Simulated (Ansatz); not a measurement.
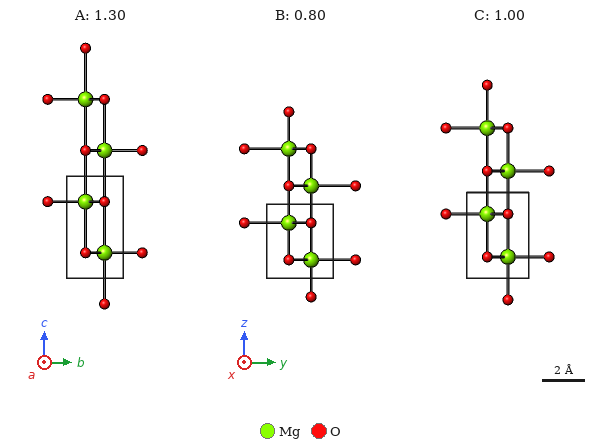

A scan of crystalline MgO (P6_3/mmc): the ratio of the cell's length along z to its lengths across, counted as 1 for the reference, is changed at fixed volume (a c/a path), with the atoms kept at their fractional coordinates. x, y and z are the Cartesian axes of the input. The picture is a ball-and-stick view of the cell of the calculation, repeated 1 × 1 × 2 with one cell outlined, seen along the a axis.

Method: DFT r2SCAN, scalar-relativistic, plane waves, PAW (Ansatz 0.2.0). (plane-wave cutoff 500 eV; k-point mesh 12 × 12 × 6; occupations gaussian; smearing width 0.05 eV; no spin polarisation). Energies (free energies at the smearing named) are counted from the relaxed crystal.

Order these geometries by energy, lowest first.

Answer. Lowest first: C (the relative ratio 1.00, 0 meV/atom), A (the relative ratio 1.30, 242 meV/atom), B (the relative ratio 0.80, 303 meV/atom). Over the whole scan: of the computed points the lowest is at the relative ratio 1.00, 0 meV/atom. At the ends of the scan the energy is 303 meV/atom (0.80) and 242 meV/atom (1.30). The distortion keeps the space group P6_3/mmc. At the relative ratio 1.30 the cell of the drawing goes a 3.484 → 3.192 Å, b 3.484 → 3.192 Å, c 4.186 → 4.986 Å.
